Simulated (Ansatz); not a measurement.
```xyz
4
Lattice="4.5955 0.0000 0.0000 0.0000 4.4652 0.0000 -0.3413 0.0000 6.4239" Properties=species:S:1:pos:R:3 pbc="T T T"
Bi    0.8996    1.1163    4.8098
Bi    3.3545    3.3489    1.6141
Bi    1.0634    1.1163    1.5988
Bi    3.1907    3.3489    4.8251
```

Space group P2₁/m; a structure from a database of computed crystals, not necessarily the ambient phase.

Method: Kohn-Sham DFT of a periodic cell, PBEsol, Ansatz PAW (Ansatz).

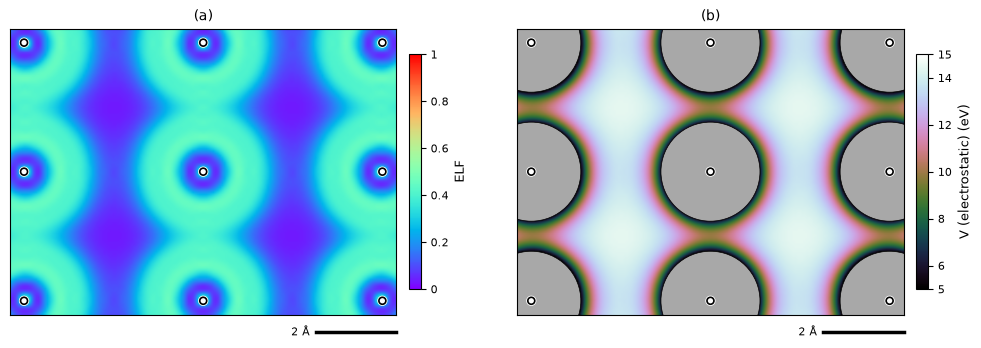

Bi. (a) ELF; (b) electrostatic potential energy of an electron on the (100) plane of the calculation cell. Circles mark the nuclei in the plane (Bi). Grey discs cover the atomic cores in the potential map.

In a PAW calculation such maps are meaningful between the atoms, not at the nuclei.

What does the map show?

The section cuts through Bi sites.
Bi–Bi (3.22 Å): the ELF is about 0.40 at the midpoint.
Outside the cores the potential energy rises away from the atoms and is highest about 2.7 Å from the nearest atoms; its zero is arbitrary.
